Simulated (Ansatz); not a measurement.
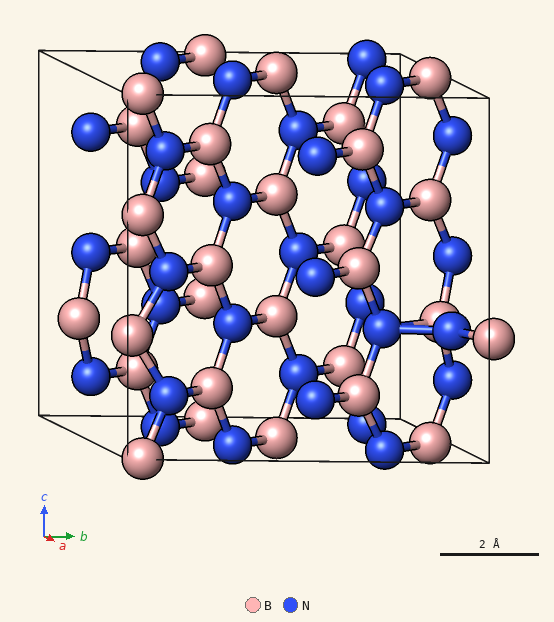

**Figure 1.** The structure (ball-and-stick view of the cell of the calculation, seen slightly off an axis). An atom can appear more than once, as a periodic image. Near neighbours in the periodic cell (some may lie outside the picture): B has 4 N at 1.47 to 1.61 Å; B has 3 N at 1.42 to 1.49 Å; N has 3 B at 1.42 to 1.52 Å; N has 3 B at 1.49 to 1.61 Å and 1 N at 1.47 Å; N has 2 B at 1.47 to 1.58 Å and 1 N at 1.47 Å.

## Single-point calculation, with input and output: B24N25 (charge −1) (part 1 of 2)

B24N25 (defect cell, 49 atoms in the cell, total charge −1), computed with DFT PBE, scalar-relativistic, plane waves, PAW, spin-polarised (Ansatz 0.2.0).

The structure derives from a Materials Project entry.

Input file
```yaml
crystal:
  lattice:
    - [-3.754752, 2.176231, 6.04508]
    - [3.754752, -2.176231, 6.04508]
    - [3.78399, 6.528693, 0.0]
  atoms:
    - { symbol: B, position: [-0.0693112982, 1.0298214401, 0.3318685968], spin: 0.2 }
    - { symbol: B, position: [0.5504363576, 0.9756432797, 0.3318039188], spin: 0.2 }
    - { symbol: B, position: [0.0445014913, 0.4474574744, 0.3317736674] }
    - { symbol: B, position: [-0.0427077864, 1.0523349071, 0.66562953] }
    - { symbol: B, position: [0.2905420206, 0.2001400312, 0.4995827021] }
    - { symbol: B, position: [0.4515957963, 0.5456267079, 0.3318359872] }
    - { symbol: B, position: [0.5391674598, 0.9496554476, 0.664766227] }
    - { symbol: B, position: [0.709176443, 0.3037263997, 0.4999434925] }
    - { symbol: B, position: [0.0450425484, 0.4488645516, 0.6670315688] }
    - { symbol: B, position: [0.2003868989, 0.7952067443, 0.4973235612] }
    - { symbol: B, position: [-0.0427166982, 1.0523103247, 0.9980468577] }
    - { symbol: B, position: [0.2939662197, 0.1998224124, 0.8317928453] }
    - { symbol: B, position: [0.450802458, 0.5463497364, 0.6653450713] }
    - { symbol: B, position: [0.7950401133, 0.6894948588, 0.5059126909] }
    - { symbol: B, position: [0.5392106956, 0.9496635167, 0.9988038595] }
    - { symbol: B, position: [0.7056571805, 0.30030756, 0.8318438622] }
    - { symbol: B, position: [0.0450122599, 0.4487995111, 0.9965118193] }
    - { symbol: B, position: [0.1988870738, 0.7948545799, 0.8318373952] }
    - { symbol: B, position: [0.2905834152, 0.2001461891, 0.1640071675] }
    - { symbol: B, position: [0.4508013986, 0.5463374961, 0.9983270425] }
    - { symbol: B, position: [0.7933621383, 0.7005349211, 0.8317591945] }
    - { symbol: B, position: [0.7091477013, 0.3037110707, 0.1637522559] }
    - { symbol: B, position: [0.2003724766, 0.7951936713, 0.166347487] }
    - { symbol: B, position: [0.7950567509, 0.6894875154, 0.1576097645] }
    - { symbol: "N", position: [0.2105949996, 0.2842198088, -0.0029049079] }
    - { symbol: "N", position: [0.6210905469, 0.3832489315, -0.0019982706] }
    - { symbol: "N", position: [0.1170469665, 0.8783603965, -0.0014876138] }
    - { symbol: "N", position: [0.211486744, 0.2857160896, 0.3317869246] }
    - { symbol: "N", position: [0.3682834537, 0.6283026399, 0.1651259579] }
    - { symbol: "N", position: [0.7089970435, 0.7821190942, -0.0016310216] }
    - { symbol: "N", position: [0.6231120947, 0.3836621714, 0.3318399089] }
    - { symbol: "N", position: [0.9604889154, 0.52874914, 0.16352374] }
    - { symbol: "N", position: [0.1160943431, 0.8734658138, 0.3318304553] }
    - { symbol: "N", position: [0.4525598133, 0.0330255763, 0.1617065775] }
    - { symbol: "N", position: [0.2106000678, 0.2842540711, 0.6664923314] }
    - { symbol: "N", position: [0.3683123022, 0.6283341171, 0.498539113] }
    - { symbol: "N", position: [0.7168424321, 0.7736864467, 0.3317546704], spin: 0.2 }
    - { symbol: "N", position: [0.880093927, 0.1432349388, 0.1618195878], spin: 0.06 }
    - { symbol: "N", position: [0.6210996394, 0.3832637265, 0.6656905653] }
    - { symbol: "N", position: [0.9605171107, 0.5288004607, 0.5000124767] }
    - { symbol: "N", position: [0.1170398607, 0.8783538254, 0.6651623203] }
    - { symbol: "N", position: [0.4524835614, 0.0329834853, 0.5018701658] }
    - { symbol: "N", position: [0.3658874273, 0.6275916141, 0.831835896] }
    - { symbol: "N", position: [0.7089581075, 0.7821078645, 0.6651614476] }
    - { symbol: "N", position: [0.8801527403, 0.1433092597, 0.5018750279], spin: 0.06 }
    - { symbol: "N", position: [0.9605118785, 0.5346475268, 0.83176938] }
    - { symbol: "N", position: [0.4585132588, 0.0314812385, 0.831786723] }
    - { symbol: "N", position: [0.8735962859, 0.1348737422, 0.8318438005] }
    - { symbol: "N", position: [0.7538384197, -0.0434783497, 0.3318800535], spin: 0.36 }
magnetization:
  spin_polarized: true
total_charge: -1
basis:
  ecutwfc: 420
  fft_grid_basis: typed
kpoints:
  mp_grid: { grid: [2, 2, 2] }
hamiltonian:
  xc: pbe
  pseudopotentials: { kind: paw }
scf:
  occupations: { method: gaussian, width: 0.05 }
output:
  forces: true
  stress: false
  eigenvalues: true
  bader: true
  write_density: true
  volumetric_format: npy
  populations: true
```

Hardware: 4 threads of Arm Neoverse V2, 24 GiB of memory available, shared host.

Launch command:
```bash
ansatz run input.yaml --threads 4 --pin off --max-ram 10240MiB --backend cpu --events-out ev --progress --plain --runs-dir out
```

Log
```
Engine: ansatz 0.2.0, aarch64-unknown-linux-gnu
Pseudopotentials: kind: paw
Pseudopotential: B, paw, valence charge 3, recommended cutoff 420 eV (normal), B.paw.azcp
Pseudopotential: N, paw, valence charge 5, recommended cutoff 420 eV (normal), N.paw.azcp
Functional definition: PBE
  parameter kappa = 0.804
  parameter beta = 0.06672455060314922
  exchange = pbe_x(kappa = kappa, mu = beta*pi^2/3)
  correlation = pbe_c(beta = beta)
Crystal: 49 atoms, lattice volume = 395.934 Å³
Basis set: ecut = 420 eV, 7771 PW (Γ), exchange–correlation on 100×100×108 points (8 copies of the dense FFT grid, shifted against one another)
Bands: 149, of which v1, the nominal top of the filled ones, is band 99 counted from 1 (98 counted from 0)
Symmetry: 1 space group operations
Space group: P1 (ITA 1), of the structure as read, at distance tolerance 7.3e-5 Å
Magnetic group: BNS 1.1 (UNI 1), of the structure as read, at distance tolerance 7.3e-5 Å
k-points: 8
Non-local potential: B, projectors of the file, l = 0: 2, l = 1: 2, l = 2: 1
Non-local potential: N, projectors of the file, l = 0: 2, l = 1: 2, l = 2: 1
PAW form: soft (Blöchl's): semilocal exchange-correlation on the pseudo side does not see the compensation charge
PAW one-centre angular grid: B, 110 points (default); XC on 64 Gauss nodes
PAW one-centre angular grid: N, 110 points (default); XC on 64 Gauss nodes
Initial density: superposition of atomic densities (chi_scale 0.1, normalization cell, long waves kept (reshape's long-wave potential 0.13 eV rms))
Starting moments: Σ|m| = 1.08 μB on 6 of 49 sites
Initial wavefunctions: pseudopotential atomic-orbital guess
Functional: x = pbe(κ = 0.804, μ = 0.2195149727645171), c = pbe(β = 0.06672455060314922)
SCF iter   1: F=—  HF=-13415.579970 eV  |F-HF|=—  |Δ(HF+E_count)|=         —  Δρ=7.48e-2 (↑7.32e-2 ↓7.48e-2)  dr2=8.11e1  dr2_m=1.15e-1  M=0.000 μB ∫|m|=0.148 μB  β_m=0.30  ethr=3.10e-3  ⟨swp⟩=6.0  Hψ=10655  notcnv=0  defer=148
preconditioner: auto → Resta (q_TF=auto, 2.431 Å⁻¹)  ε∞=3.4  [insulator: Δε(μ)=2.697 eV  Ē_g=16.966 eV  σ=0.050 eV  W_gap=1.00  n_scr=94 (ndim 8)  ℏωp=26.3 eV  f_vac=0.000  D(μ)=0.00/eV (n_scr^D=0)  ε∞_Penn≈3.4]
spin=Collinear: Resta preconditioning applied to the charge; magnetization (m = ρ↑ − ρ↓) channel mixes plain (no charge-response kernel on spin).
SCF iter   2: F=—  HF=-13397.083294 eV  |F-HF|=—  |Δ(HF+E_count)|=    1.85e1  Δρ=4.42e-2 (↑4.32e-2 ↓4.42e-2)  dr2=2.75e1  dr2_m=5.86e-2  M=0.000 μB ∫|m|=0.124 μB  β_m=0.30  ethr=3.10e-3  ⟨swp⟩=2.0  Hψ=4372  notcnv=0  defer=708
SCF iter   3: F=—  HF=-13388.601249 eV  |F-HF|=—  |Δ(HF+E_count)|=    8.48e0  Δρ=2.00e-2 (↑1.99e-2 ↓2.00e-2)  dr2=4.05e0  dr2_m=3.02e-2  M=0.000 μB ∫|m|=0.103 μB  β_m=0.30  ethr=3.10e-3  ⟨swp⟩=2.9  Hψ=3384  notcnv=0  defer=708
SCF iter   4: F=—  HF=-13387.374533 eV  |F-HF|=—  |Δ(HF+E_count)|=    1.23e0  Δρ=3.99e-3 (↑3.64e-3 ↓3.99e-3)  dr2=1.09e-1  dr2_m=1.62e-2  M=0.000 μB ∫|m|=0.077 μB  β_m=0.30  ethr=2.04e-3  ⟨swp⟩=3.0  Hψ=4432  notcnv=0  defer=708
SCF iter   5: F=—  HF=-13387.403014 eV  |F-HF|=—  |Δ(HF+E_count)|=   2.85e-2  Δρ=2.88e-3 (↑2.82e-3 ↓2.88e-3)  dr2=5.17e-2  dr2_m=8.80e-3  M=0.000 μB ∫|m|=0.060 μB  β_m=0.30  ethr=5.52e-5  ⟨swp⟩=1.5  Hψ=1689  notcnv=0  defer=708
SCF iter   6: F=—  HF=-13387.438658 eV  |F-HF|=—  |Δ(HF+E_count)|=   3.56e-2  Δρ=1.51e-3 (↑1.51e-3 ↓1.29e-3)  dr2=6.27e-3  dr2_m=4.77e-3  M=0.000 μB ∫|m|=0.047 μB  β_m=0.30  ethr=2.61e-5  ⟨swp⟩=2.0  Hψ=2959  notcnv=0  defer=708
SCF iter   7: F=—  HF=-13387.446829 eV  |F-HF|=—  |Δ(HF+E_count)|=   8.17e-3  Δρ=9.14e-4 (↑8.89e-4 ↓9.14e-4)  dr2=7.90e-4  dr2_m=2.63e-3  M=0.000 μB ∫|m|=0.036 μB  β_m=0.30  ethr=3.17e-6  ⟨swp⟩=2.0  Hψ=3260  notcnv=0  defer=708
Mixer restart at iter 7: flushing history
spin-set hold released at iteration 7 (site moments contracting): the magnetisation degrees of freedom join the quasi-Newton model from the next iteration; the mixer history was flushed
SCF iter   8: F=—  HF=-13387.447860 eV  |F-HF|=—  |Δ(HF+E_count)|=   1.03e-3  Δρ=6.75e-4 (↑6.61e-4 ↓6.75e-4)  dr2=3.95e-4  dr2_m=1.46e-3  M=0.000 μB ∫|m|=0.028 μB  β_m=0.65  ethr=3.99e-7  ⟨swp⟩=2.2  Hψ=2846  notcnv=0  defer=708
SCF iter   9: F=—  HF=-13387.449328 eV  |F-HF|=—  |Δ(HF+E_count)|=   1.47e-3  Δρ=6.88e-5 (↑6.88e-5 ↓6.46e-5)  dr2=1.92e-5  dr2_m=1.19e-5  M=0.000 μB ∫|m|=0.005 μB  β_m=0.69  ethr=2.00e-7  ⟨swp⟩=3.0  Hψ=3279  notcnv=0  defer=708
SCF iter  10: F=—  HF=-13387.449901 eV  |F-HF|=—  |Δ(HF+E_count)|=   5.73e-4  Δρ=2.78e-5 (↑2.56e-5 ↓2.78e-5)  dr2=2.98e-6  dr2_m=1.82e-6  M=0.000 μB ∫|m|=0.002 μB  β_m=0.80  ethr=9.70e-9  ⟨swp⟩=2.0  Hψ=3968  notcnv=0  defer=708
SCF iter  11: F=—  HF=-13387.449905 eV  |F-HF|=—  |Δ(HF+E_count)|=   4.78e-6  Δρ=8.59e-6 (↑8.59e-6 ↓4.96e-6)  dr2=6.06e-7  dr2_m=5.41e-8  M=0.000 μB ∫|m|=0.000 μB  β_m=0.77  ethr=1.51e-9  ⟨swp⟩=2.5  Hψ=3268  notcnv=0  defer=708
SCF iter  12: F=—  HF=-13387.449905 eV  |F-HF|=—  |Δ(HF+E_count)|=   6.07e-8  Δρ=3.43e-6 (↑2.46e-6 ↓3.43e-6)  dr2=1.34e-7  dr2_m=6.47e-9  M=0.000 μB ∫|m|=0.000 μB  β_m=0.70  ethr=3.06e-10  ⟨swp⟩=2.5  Hψ=3270  notcnv=0  defer=708
SCF iter  13: F=—  HF=-13387.449905 eV  |F-HF|=—  |Δ(HF+E_count)|=   1.50e-8  Δρ=8.27e-7 (↑6.77e-7 ↓8.27e-7)  dr2=3.22e-9  dr2_m=1.55e-9  M=0.000 μB ∫|m|=0.000 μB  β_m=0.85  ethr=5.05e-11  ⟨swp⟩=17.2  Hψ=16646  notcnv=0
SCF iter  14: F=-13387.449905 eV  HF=-13387.449905 eV  |F-HF|=7.86e-10  |Δ(HF+E_count)|=   2.96e-9  Δρ=3.90e-7 (↑3.90e-7 ↓2.70e-7)  dr2=1.21e-9  dr2_m=1.07e-10  M=0.000 μB ∫|m|=0.000 μB  ethr=1.62e-12  ⟨swp⟩=3.0  Hψ=4800  notcnv=0
SCF 1 converged in 14 iterations: F = -13387.449905 eV  dr2 = 1.21e-9
  greatest PAW one-centre occupation: 0.803 electrons in one spin orbital (limit 2), on the N atom at site 48 (counted from 0), in its partial waves of l = 0
```

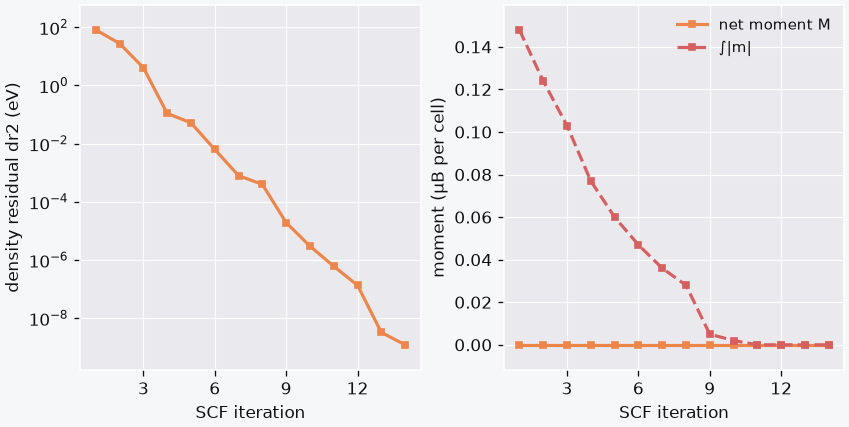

**Figure 2.** Convergence of the self-consistent field: density residual dr2 and magnetic moment against the SCF iteration. The residual falls at every step. The net moment stays at 0.0 μB per cell, and ∫|m| falls to zero.

```
WARN: the starting moments were not kept: the SCF closed with an absolute magnetisation of 2.4e-5 μB, where they sum to 1.08 μB in size (6 sites). That is at most 0.1 of that sum. Measured as dr2_m measures the in/out step, that magnetisation stands 1.9e-11 eV from none, at or under the dr2_threshold of 1.0e-7 eV: it is no larger than a step whose dr2_m would equal this threshold. The system may hold no moment; this SCF shows only that its start led to no more than that. To try another start: raise the starting moments (crystal.atoms[].spin, magnetization.per_species, magnetization.initial_magnetization, or on a non-collinear deck that types none of these the spinor_matrix: blocks that start its atoms; where the total moment is fixed, keep their sum and leave initial_magnetization as it is; typed ones take the place of any that the run laid by itself, positive ones on a crystal's lanthanoids without a Hubbard term where scf.initial_density.shell_occupations: [] is typed) or, if the notice of its spin-set hold's release reads "site moments contracting" or "site moments show no strong build", lengthen the hold (scf.mixing.spin_hold: { on: { confirm: 4 } }; for m-r²SCAN on two components see the key's manual first). Each may lead to a state that holds a moment. A second SCF, from the converged charge density, with the starting moments and any scf.initial_density.shell_occupations laid on it anew, would have followed, and was not run: the deck does not ask for one (magnetization.retry_lost_moments is false, the default). To let it run, set magnetization.retry_lost_moments: true and run the deck again, where that key's refused combinations let it; where memory then withholds it, that run's warning says so.
SCF converged after 14 iterations
Magnetization: 0.0000 μB (99.0000 up, 99.0000 down)
Absolute magnetization: 0.0000 μB (∫|ρ↑−ρ↓|, with the PAW one-centre terms)
Spin contamination: 0.0000 ħ² per cell (⟨S²⟩ above its minimum at these occupations)
Per-site moments (μB) at R_I (Å): [(-6.492533145676926e-7, 0.6160879440065834), (-5.378510088687158e-7, 0.606444384913041), (-1.1997961869575123e-7, 0.5886253752158888), (-1.0665394658079859e-7, 0.5929436463259525), (-7.551062000421166e-8, 0.5893315933062239), (-6.441664703718292e-8, 0.5974659394519616), (-1.836324194992203e-7, 0.5914405490121213), (-1.3373345991795393e-7, 0.5938686227482112), (-1.2460234659143944e-7, 0.59106751597191), (-2.5312331122791698e-8, 0.5918365114383478), (-1.074604283486642e-7, 0.5929781666183878), (-1.0548921970790666e-7, 0.5957865335418431), (-6.308704689113659e-8, 0.5968986007384721), (-2.417358815796338e-7, 0.5843162478598399), (-1.8451218782694031e-7, 0.5914568972695657), (-1.4339080913016486e-7, 0.5968305034756709), (-1.2463058787364673e-7, 0.5910585460108538), (-6.389605767395237e-8, 0.5973286164873958), (-7.607538367330294e-8, 0.5893262943656165), (-6.371027553790144e-8, 0.5968873416645731), (-2.9833118979624705e-7, 0.5962049952902385), (-1.34396807890555e-7, 0.5939105730284251), (-2.6038239108207554e-8, 0.5918061176234714), (-2.39446422910461e-7, 0.5843115873059228), (1.996498638136468e-7, 0.5910585460108538), (2.624292408737456e-7, 0.5970772788342016), (1.5850644076045375e-7, 0.5973286164873958), (1.679347607375521e-7, 0.5886253752158888), (7.115781657327137e-8, 0.5968873416645731), (8.623032007994165e-7, 0.5901616397525339), (3.288203001981253e-7, 0.5974659394519616), (5.491233105948985e-7, 0.5843115873059228), (4.4195629678036386e-7, 0.5918061176234714), (6.519951652901753e-7, 0.5893262943656165), (2.00988321223336e-7, 0.59106751597191), (6.966011732432705e-8, 0.5968986007384721), (-3.084488799677637e-7, 0.607167681936836), (4.672591583212559e-7, 0.5929781666183878), (2.633557577945163e-7, 0.5970879860775646), (5.487577524673483e-7, 0.5843162478598399), (1.593024629351471e-7, 0.5973290826624719), (6.485289469966379e-7, 0.5893315933062239), (1.0097295193905083e-7, 0.5976078898646009), (8.655032060252547e-7, 0.5901832703738614), (4.6449247656115777e-7, 0.5929436463259525), (2.9871957588929196e-7, 0.5962049952902385), (3.158530926827999e-7, 0.5957339199904995), (3.891757683261292e-7, 0.5968305034756709), (-1.2942013337974066e-7, 0.607167681936836)]
Free energy (F): -13387.449905 eV
Harris-Foulkes:  -13387.449905 eV  (|F-HF|=7.86e-10)
Internal energy: -13387.449905 eV  (E = F + TS)
E sigma→0 (E₀):  -13387.449905 eV
Fermi energy:    8.926282 eV
--- Per-component energies (eV) ---
  E_band       = -220.345378
  E_kinetic    = 4565.624669
  E_local      = -7442.822282  (includes V_loc(G=0)·N_el)
  E_nonlocal   = 1435.792725
  E_hartree    = 2315.777414
  E_xc         = -2287.827135
  E_vxc        = -2842.060019  (∫ρ·V_xc dr)
  E_paw        = -5091.899811  (= ΣΔE_a)
  E_vpaw       = -568.437874  (= ΣTr[D̂ρ^β])
  E_aug_tail   = 0.002499  (compensation charges beyond the density's cutoff)
  E_ewald      = -6882.097985
  E_smearing   = -0.000000  (= −TS)
  E_closure    = 0.000000  (closes the sum)
  E_deformation_potential = -15.154749  (in the stress; not in F)
  Σ components = -13387.449905   (vs F -13387.449905, Δ=0.00e0)
```
